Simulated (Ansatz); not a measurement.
## Run report: C$_{12}$Cl, geometry relaxation (part 3 of 3)

Continued. System: C$_{12}$Cl (slab, 13 atoms in the cell). Method: DFT PBE, scalar-relativistic, plane waves, PAW, PAW set soft_1, no spin polarisation (Ansatz 0.2.0); cutoff 420 eV, 6×3×1 k-mesh, Gaussian smearing of 0.1 eV. The structure derives from a Materials Project entry. The input holds or restrains some coordinates. Forces given for the steps count only the free coordinates.

Geometry of the input (Å; fractional positions):
```
4.9327  0.0000  0.0000
-1.2332  8.7859  0.0000
0.0000  0.0000  20.2907
C  0.0197  0.0788  0.1971
C  0.5197  0.0788  0.1971
C  0.2746  0.0985  0.2312
C  0.7746  0.0985  0.2312
C  0.2845  0.1379  0.2992
C  0.7845  0.1379  0.2992
C  0.0393  0.1572  0.3324
C  0.5393  0.1572  0.3324
C  0.0497  0.1987  0.4035
C  0.5497  0.1987  0.4035
C  0.3041  0.2163  0.4332
C  0.8041  0.2163  0.4332
Cl 0.5541  0.7163  0.3613
```

Output, continued:
```
  k-point 2: bands = ["-23.1655", "-21.5547", "-20.3262", "-19.2110", "-18.8849", "-17.4644", "-16.9180", "-16.6615", "-16.0855", "-14.8312", "-14.2164", "-12.4518", "-11.1281", "-11.0904", "-11.0131", "-10.8713", "-9.9671", "-9.4078", "-8.4801", "-7.7297", "-7.4041", "-6.4578", "-5.4352", "-5.1020", "-5.0323", "-5.0163", "-5.0085", "-4.9830", "-4.2405", "-4.2174", "-3.7709", "-1.9125", "-0.7098", "-0.4205", "0.7321", "1.4310", "1.7483", "2.1241", "2.5076", "2.5894", "2.9129"]
  k-point 9: bands = ["-22.2070", "-22.2012", "-20.6311", "-20.6268", "-18.3582", "-18.3539", "-16.9114", "-14.6856", "-14.6847", "-13.4760", "-13.4749", "-12.8268", "-12.8255", "-11.2464", "-11.2450", "-10.5453", "-10.5425", "-9.8646", "-9.8549", "-8.2797", "-8.2749", "-6.2418", "-6.2378", "-5.1376", "-5.0196", "-4.9952", "-4.9262", "-4.9221", "-4.8371", "-4.8359", "-1.6225", "-1.6182", "0.9758", "0.9796", "2.1679", "2.4499", "2.7525", "2.9379", "3.0015", "3.0070", "3.1126"]
--- Relaxed structure (6 steps of the walk, 6 accepted, 0 SCFs on fresh bases) ---
  F+E_penalty+E_count = -4076.94236969 eV   max|allowed force component| = 5.868e-5 eV/Å
  atoms:
    - { symbol: C, position: [0.019700504499999997, 0.0788020181, 0.19713450869999996] }
    - { symbol: C, position: [0.5197005045, 0.0788020181, 0.19713450869999996] }
    - { symbol: C, position: [0.2746256306, 0.0985025226, 0.23117041709999997] }
    - { symbol: C, position: [0.7746256306000001, 0.0985025226, 0.23117041709999997] }
    - { symbol: C, position: [0.2844758829, 0.1379035317, 0.2992422339] }
    - { symbol: C, position: [0.7844758829000001, 0.1379035317, 0.2992422339] }
    - { symbol: C, position: [0.0392966974, 0.1571967136, 0.33240235169999993] }
    - { symbol: C, position: [0.5392966973999999, 0.1571967136, 0.33240235169999993] }
    - { symbol: C, position: [0.049676942599999996, 0.19872122679999998, 0.4035397394] }
    - { symbol: C, position: [0.5496769425999999, 0.19872122679999998, 0.4035397394] }
    - { symbol: C, position: [0.3040736089, 0.21631072969999998, 0.4332382874999999] }
    - { symbol: C, position: [0.8040736089, 0.21631072969999998, 0.4332382874999999] }
    - { symbol: Cl, position: [0.5540736089, 0.7163107297, 0.3287763806996307] }
```

Trajectory as extended XYZ (Å, eV, eV/Å), 6 frames, from step=1 to step=6:
```
13
Lattice="4.9327 0.0000 0.0000 -1.2332 8.7859 0.0000 0.0000 0.0000 20.2907" Properties=species:S:1:pos:R:3:forces:R:3 step=1 energy=-4076.93251
C     0.0000    0.6923    4.0000   -0.0038   0.5260   2.0847
C     2.4663    0.6923    4.0000    0.0016   0.5229   2.0896
C     1.2332    0.8654    4.6906    0.0012  -0.8866  -3.4614
C     3.6995    0.8654    4.6906    0.0019  -0.8783  -3.4610
C     1.2332    1.2116    6.0718    0.0026   0.3972   1.5955
C     3.6995    1.2116    6.0718   -0.0020   0.3882   1.5888
C     0.0000    1.3811    6.7447   -0.0032  -0.0281  -0.0946
C     2.4663    1.3811    6.7447    0.0031  -0.0407  -0.0787
C     0.0000    1.7459    8.1881   -0.0025   0.1439   0.4763
C     2.4663    1.7459    8.1881   -0.0005   0.1522   0.4767
C     1.2332    1.9005    8.7907    0.0078  -0.1623  -0.5948
C     3.6995    1.9005    8.7907   -0.0049  -0.1777  -0.5934
Cl    1.8497    6.2934    7.3307   -0.0014   0.0421  -0.0298
13
Lattice="4.9327 0.0000 0.0000 -1.2332 8.7859 0.0000 0.0000 0.0000 20.2907" Properties=species:S:1:pos:R:3:forces:R:3 step=2 energy=-4076.93387
C     0.0000    0.6923    4.0000   -0.0036   0.5281   2.0918
C     2.4663    0.6923    4.0000    0.0013   0.5246   2.0966
C     1.2332    0.8654    4.6906    0.0014  -0.8878  -3.4642
C     3.6995    0.8654    4.6906    0.0019  -0.8794  -3.4651
C     1.2332    1.2116    6.0718    0.0025   0.3966   1.5935
C     3.6995    1.2116    6.0718   -0.0018   0.3878   1.5871
C     0.0000    1.3811    6.7447   -0.0030  -0.0282  -0.0980
C     2.4663    1.3811    6.7447    0.0029  -0.0410  -0.0822
C     0.0000    1.7459    8.1881   -0.0026   0.1434   0.4738
C     2.4663    1.7459    8.1881   -0.0004   0.1518   0.4740
C     1.2332    1.9005    8.7907    0.0075  -0.1617  -0.5905
C     3.6995    1.9005    8.7907   -0.0046  -0.1766  -0.5890
Cl    1.8497    6.2934    7.2835   -0.0015   0.0426  -0.0277
13
Lattice="4.9327 0.0000 0.0000 -1.2332 8.7859 0.0000 0.0000 0.0000 20.2907" Properties=species:S:1:pos:R:3:forces:R:3 step=3 energy=-4076.93842
C     0.0000    0.6923    4.0000   -0.0048   0.5357   2.1168
C     2.4663    0.6923    4.0000    0.0017   0.5304   2.1218
C     1.2332    0.8654    4.6906    0.0015  -0.8948  -3.4832
C     3.6995    0.8654    4.6906    0.0030  -0.8858  -3.4867
C     1.2332    1.2116    6.0718    0.0025   0.3958   1.5929
C     3.6995    1.2116    6.0718   -0.0013   0.3878   1.5857
C     0.0000    1.3811    6.7447   -0.0031  -0.0282  -0.1081
C     2.4663    1.3811    6.7447    0.0028  -0.0412  -0.0922
C     0.0000    1.7459    8.1881   -0.0021   0.1404   0.4609
C     2.4663    1.7459    8.1881   -0.0004   0.1486   0.4597
C     1.2332    1.9005    8.7907    0.0062  -0.1597  -0.5751
C     3.6995    1.9005    8.7907   -0.0038  -0.1729  -0.5736
Cl    1.8497    6.2934    7.0885   -0.0022   0.0440  -0.0189
13
Lattice="4.9327 0.0000 0.0000 -1.2332 8.7859 0.0000 0.0000 0.0000 20.2907" Properties=species:S:1:pos:R:3:forces:R:3 step=4 energy=-4076.94125
C     0.0000    0.6923    4.0000   -0.0061   0.5436   2.1420
C     2.4663    0.6923    4.0000    0.0022   0.5362   2.1470
C     1.2332    0.8654    4.6906    0.0013  -0.9020  -3.5023
C     3.6995    0.8654    4.6906    0.0045  -0.8925  -3.5087
C     1.2332    1.2116    6.0718    0.0027   0.3944   1.5908
C     3.6995    1.2116    6.0718   -0.0008   0.3882   1.5828
C     0.0000    1.3811    6.7447   -0.0034  -0.0281  -0.1172
C     2.4663    1.3811    6.7447    0.0027  -0.0410  -0.1014
C     0.0000    1.7459    8.1881   -0.0016   0.1369   0.4466
C     2.4663    1.7459    8.1881   -0.0003   0.1448   0.4440
C     1.2332    1.9005    8.7907    0.0048  -0.1566  -0.5575
C     3.6995    1.9005    8.7907   -0.0031  -0.1684  -0.5561
Cl    1.8497    6.2934    6.8935   -0.0030   0.0445  -0.0101
13
Lattice="4.9327 0.0000 0.0000 -1.2332 8.7859 0.0000 0.0000 0.0000 20.2907" Properties=species:S:1:pos:R:3:forces:R:3 step=5 energy=-4076.94235
C     0.0000    0.6923    4.0000   -0.0075   0.5519   2.1673
C     2.4663    0.6923    4.0000    0.0028   0.5418   2.1717
C     1.2332    0.8654    4.6906    0.0007  -0.9091  -3.5210
C     3.6995    0.8654    4.6906    0.0065  -0.8996  -3.5302
C     1.2332    1.2116    6.0718    0.0031   0.3925   1.5868
C     3.6995    1.2116    6.0718   -0.0003   0.3895   1.5779
C     0.0000    1.3811    6.7447   -0.0038  -0.0279  -0.1247
C     2.4663    1.3811    6.7447    0.0028  -0.0407  -0.1095
C     0.0000    1.7459    8.1881   -0.0010   0.1330   0.4308
C     2.4663    1.7459    8.1881   -0.0002   0.1403   0.4270
C     1.2332    1.9005    8.7907    0.0035  -0.1525  -0.5381
C     3.6995    1.9005    8.7907   -0.0024  -0.1635  -0.5367
Cl    1.8497    6.2934    6.6985   -0.0041   0.0442  -0.0013
13
Lattice="4.9327 0.0000 0.0000 -1.2332 8.7859 0.0000 0.0000 0.0000 20.2907" Properties=species:S:1:pos:R:3:forces:R:3 step=6 energy=-4076.94237
C     0.0000    0.6923    4.0000   -0.0077   0.5530   2.1709
C     2.4663    0.6923    4.0000    0.0029   0.5426   2.1752
C     1.2332    0.8654    4.6906    0.0006  -0.9101  -3.5238
C     3.6995    0.8654    4.6906    0.0069  -0.9006  -3.5333
C     1.2332    1.2116    6.0718    0.0032   0.3922   1.5862
C     3.6995    1.2116    6.0718   -0.0002   0.3898   1.5772
C     0.0000    1.3811    6.7447   -0.0039  -0.0279  -0.1257
C     2.4663    1.3811    6.7447    0.0028  -0.0406  -0.1106
C     0.0000    1.7459    8.1881   -0.0009   0.1324   0.4285
C     2.4663    1.7459    8.1881   -0.0002   0.1397   0.4246
C     1.2332    1.9005    8.7907    0.0033  -0.1518  -0.5352
C     3.6995    1.9005    8.7907   -0.0023  -0.1628  -0.5338
Cl    1.8497    6.2934    6.6711   -0.0043   0.0442  -0.0001
```

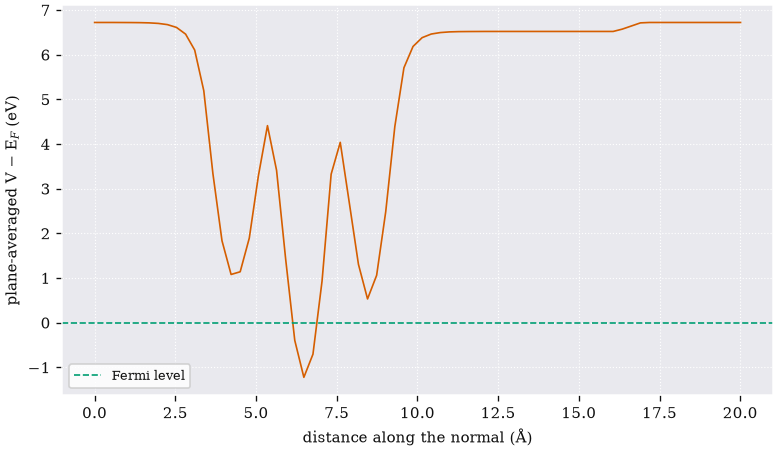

Figure 1. Plane average of the electrostatic potential energy of an electron across the cell, from the Fermi level. The vacuum level lies 6.52 eV above the Fermi level on the upper side and 6.72 eV on the lower.

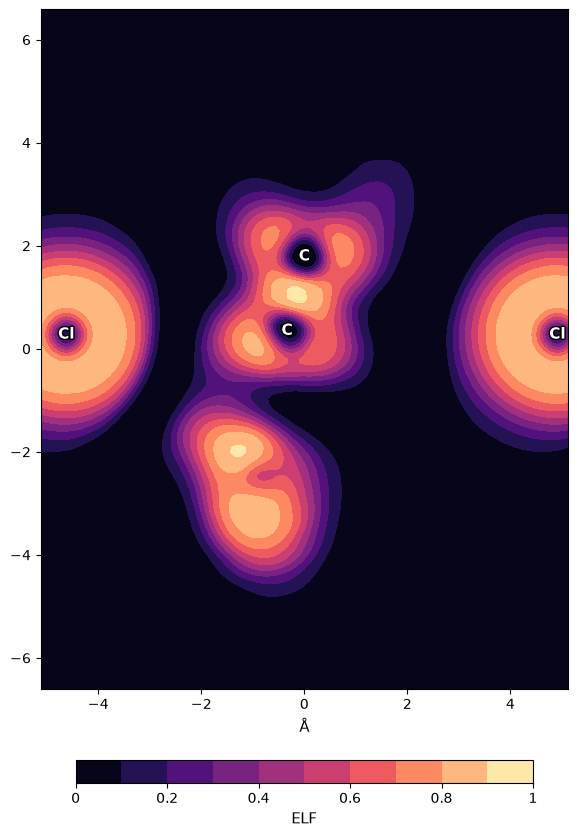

Figure 2. ELF on the (11̄0) plane of the calculation cell, a cut from vacuum to vacuum. Atoms in the plane: C and Cl. C–C (1.49 Å): the ELF peaks at about 0.90 between the atoms (a covalent bond). In a PAW calculation such maps are meaningful between the atoms, not at the nuclei.

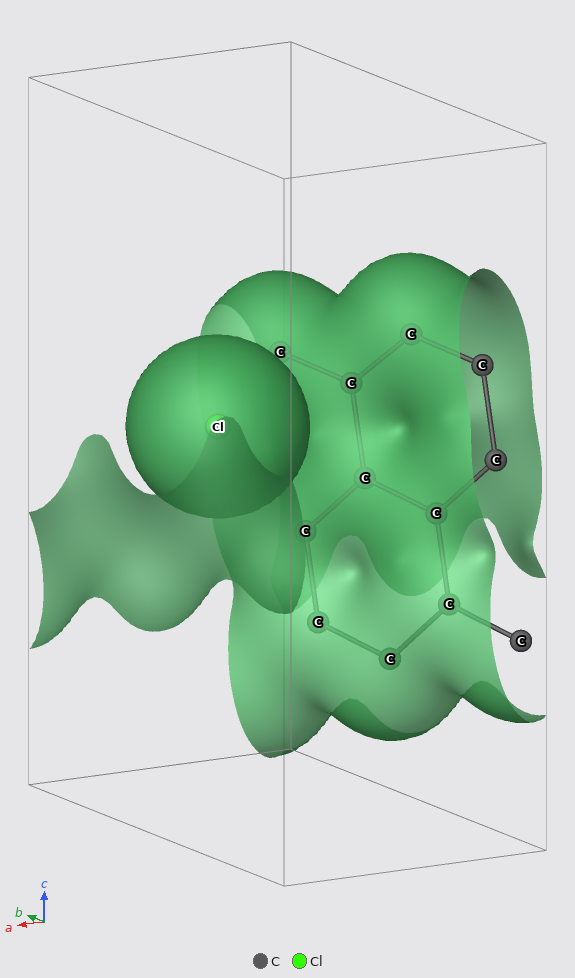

Figure 3. Isosurface of the valence electron density at 0.1 e/Å³ (green), seen at an oblique angle. Sticks mark near contacts. At this value the density is joined into chains; it holds about 95 % of the electrons treated as valence. It is pinched off along the C–Cl (3.80 Å) contacts. On the grid the lowest density along these lines, outside the cores, is 2.2 e/Å³ (C–C, 1.38 Å), 0.02 e/Å³ (C–Cl, 3.80 Å), 1.9 e/Å³ (C–C, 1.42 Å) and 1.7 e/Å³ (C–C, 1.49 Å).

Summary:

```json
{"quantity": "outcome", "value": "converged under the restraints of the input"}
{"quantity": "electrons treated", "value": "55"}
{"quantity": "free energy", "value": "−4076.9424 eV"}
{"quantity": "work function, top face", "value": "6.52 eV"}
{"quantity": "work function, bottom face", "value": "6.72 eV"}
{"quantity": "Fermi energy", "value": "−4.918 eV"}
{"quantity": "gap on the k-point mesh", "value": "none (metallic)"}
{"quantity": "final volume", "value": "879.36 Å³"}
{"quantity": "work function (upper face)", "value": "6.52 eV"}
{"quantity": "largest force (length of the vector) at the end, held atoms and coordinates included", "value": "3.646 eV/Å"}
{"quantity": "wall time", "value": "73 s (CPU time 4.7 min)"}
{"quantity": "peak memory", "value": "1.3 GiB"}
```

Remarks:

Warnings of the run: the exchange-correlation potential is rough where the density is thin. The cell holds an odd number of electrons but the run has no spin polarisation, so a band is left half filled.
